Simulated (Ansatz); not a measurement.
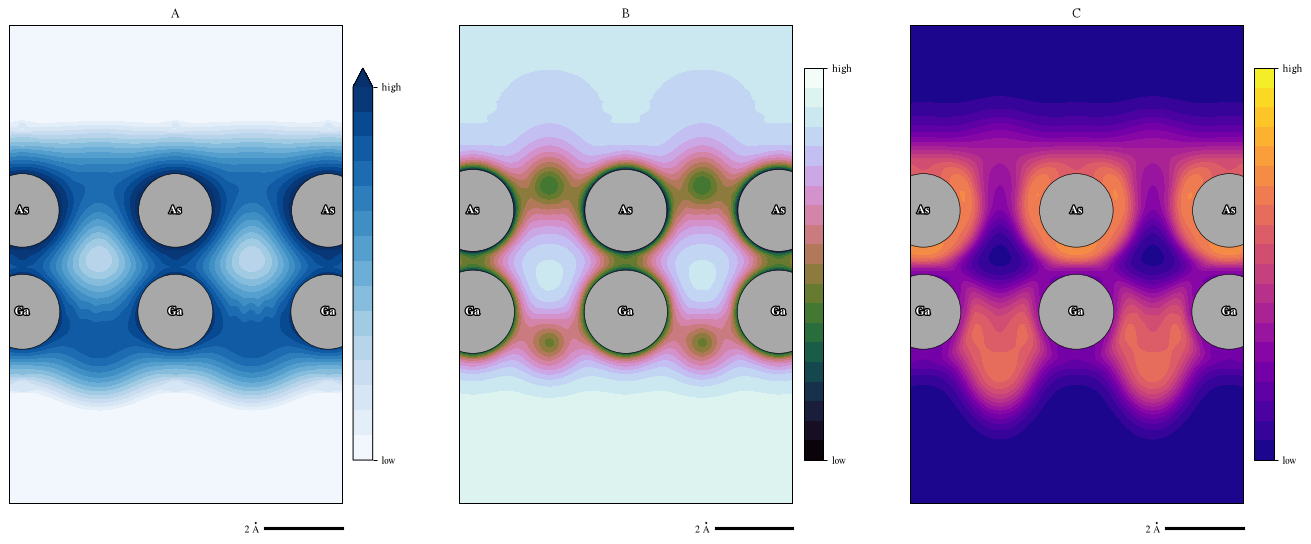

GaAs (slab): 3 fields on the (010) plane of the calculation cell, a cut from vacuum to vacuum, with unlabelled colour scales. Grey discs cover the atomic cores.

Not relaxed (largest force 0.5 eV/Å); PAW files of the earlier set (soft_1).

Computed with Ansatz 0.2.0, DFT PBE+D3(BJ), scalar-relativistic, plane waves, PAW.

**Match the panels to the quantities (electron localisation function, electrostatic potential energy of an electron and valence pseudo-density).**

Panel A: valence pseudo-density. Panel B: electrostatic potential energy of an electron (low next to the atoms, rising into the space between them). Panel C: electron localisation function. From the grid: Ga–As (2.66 Å): ρ at the midpoint is about 0.34 e/Å³, with its minimum of 0.27 e/Å³ about 1.2 Å from Ga; the ELF is about 0.55 at the midpoint.
